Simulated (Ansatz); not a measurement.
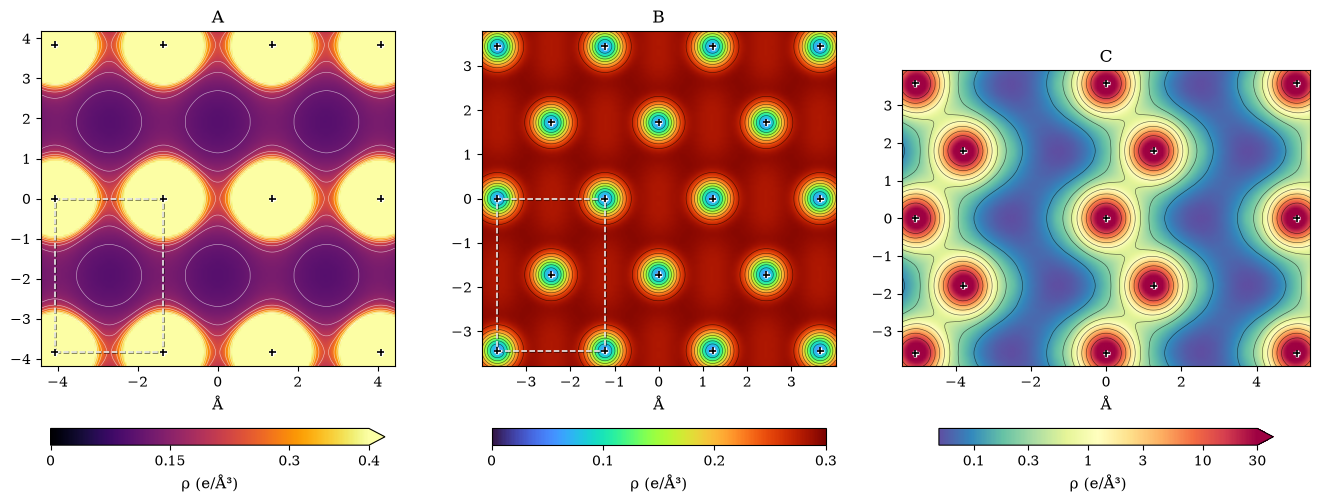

The valence charge density (pseudo) of 3 systems, each on a plane through atoms (crosses mark nuclei in the plane).

Level of theory: DFT, PBE, plane waves (420 eV) with PAW, scalar-relativistic (Ansatz).

System 1: Co, the (110) plane of the conventional cell. Space group Fd-3m; set up as Co, diamond; a generated structure, not necessarily the stable one; changed on purpose from its base cell (volume × 1.08); spin-polarised.

System 2: Be, the (011) plane of the conventional cell. Space group Im-3m; set up as Be, bcc; a generated structure, not necessarily the stable one; changed on purpose from its base cell (volume × 0.92); computed pressure about 12 GPa in this cell.

```yaml
crystal:
  lattice:
    - [2.43290, 0.00000, 0.00000]
    - [0.00000, 2.43290, 0.00000]
    - [0.00000, 0.00000, 2.43290]
  atoms:
    - { symbol: Be, position: [0.00000, 0.00000, 0.00000] }
    - { symbol: Be, position: [0.50000, 0.50000, 0.50000] }
```

System 3: Ti, the (011) plane of the conventional cell. Space group Pm-3m; set up as Ti, simple cubic; a generated structure, not necessarily the stable one; changed on purpose from its base cell (volume × 1.08); computed pressure about −5 GPa in this cell; computed without spin polarisation.

```
CELL_PARAMETERS angstrom
2.71372 0.00000 0.00000
0.00000 2.71372 0.00000
0.00000 0.00000 2.71372
ATOMIC_POSITIONS crystal
Ti 0.00000 0.00000 0.00000
```

### Match each panel to its system.

Panel A is system 3, Ti: the plane holds Ti. Ti–Ti (2.71 Å): ρ is about 0.24 e/Å³ halfway. Panel B is system 2, Be: the plane holds Be. Be–Be (2.11 Å): ρ is about 0.29 e/Å³ halfway. Panel C is system 1, Co: the plane holds Co. Co–Co (2.19 Å): ρ is about 0.59 e/Å³ halfway.
